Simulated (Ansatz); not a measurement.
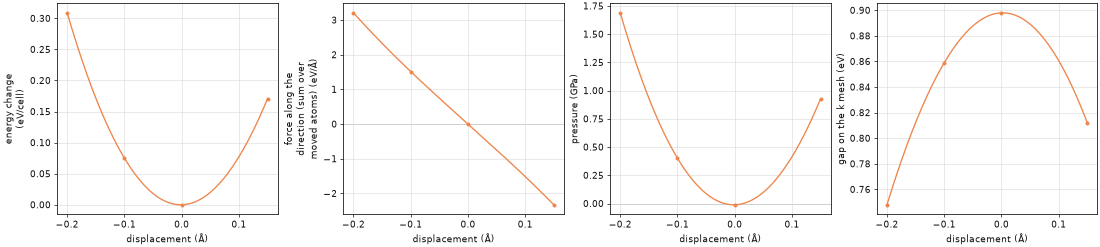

Plotted: energy change, force along the direction (sum over moved atoms), pressure and gap on the k mesh against displacement for PtSe₂, space group P-3m1 (No. 164).

Cell as given: a = 3.752 Å, b = 3.752 Å, c = 6.527 Å, α = 90.00°, β = 90.00°, γ = 120.00°; 3 atoms.

Calculation (Ansatz 0.2.0): all atoms of one element of a crystal moved along a line, all else fixed, by plane-wave density functional theory with PAW datasets, free energies less that of the undisturbed cell, pressure positive in compression; scalar-relativistic. Level: PBE, no spin polarisation.

```tsv
setting	value
wave cutoff	420 eV
k mesh	12×12×4
occupations	Gaussian
smearing width	0.05 eV
k shift	(0, 0, 0) (mesh steps)
start	relaxed
moved element	Pt
direction	(-0.7416, -0.4281, 0.5165) (Cartesian unit vector)
```

Tabulate the plotted points.

```csv
displacement (Å),energy change (eV/cell),force along the direction (sum over moved atoms) (eV/Å),pressure (GPa),gap on the k mesh (eV)
-0.20,0.3089,3.21,1.689,0.748
-0.10,0.0750,1.51,0.401,0.859
0.00,0.0000,0.00,-0.011,0.898
0.15,0.1708,-2.33,0.928,0.812
```
